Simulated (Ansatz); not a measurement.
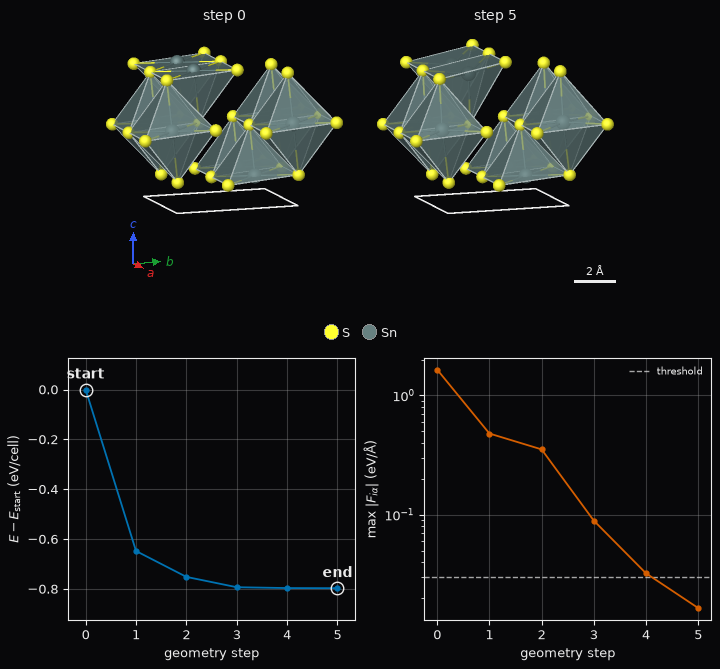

First and last geometry of a constrained relaxation of a slab of composition SnS2 (cut from the P-3m1 phase), with the history of the run. Style: polyhedral. Shown: the cell of the calculation, outlined in the plane, without the vacuum (origin shifted), slightly off an axis.

Case: clean slab, lower half held. The slab is the (1 0 1) face of SnS2. 8 atoms are held fixed.

Theory: DFT PBE+D3(BJ), scalar-relativistic, plane waves, PAW (Ansatz). Set-up: plane-wave cutoff 420 eV; k-point mesh 4 × 4 × 1; occupations gaussian; smearing width 0.05 eV; no spin polarisation; dipole correction; atoms relaxed in a fixed cell; force threshold 0.03 eV/Å; at most 70 steps.

Read the history and describe the run.

It converged. After 5 geometry steps the energy has fallen by 0.797 eV per cell of the calculation. Largest force component: 1.6 eV/Å at the start, 0.017 eV/Å at the end. The largest moves, 0.43 Å, are those of S atoms. By element the largest moves are S 0.43 Å, Sn 0.23 Å. The cell doesn't change. Among the contacts that change: S–Sn 2.583 → 2.472 Å, S–Sn 2.583 → 2.670 Å, S–Sn 2.583 → 2.518 Å, S–Sn 2.583 → 2.648 Å. Bond angles that change, for instance: S–Sn–S 180.0° → 161.2°, S–Sn–S 90.5° → 106.4°, S–Sn–S 180.0° → 174.3°. Cost: 86 s on 4 threads of Intel(R) Xeon(R) 6975P-C (Granite Rapids), on a shared host, peak memory 2.6 GiB.
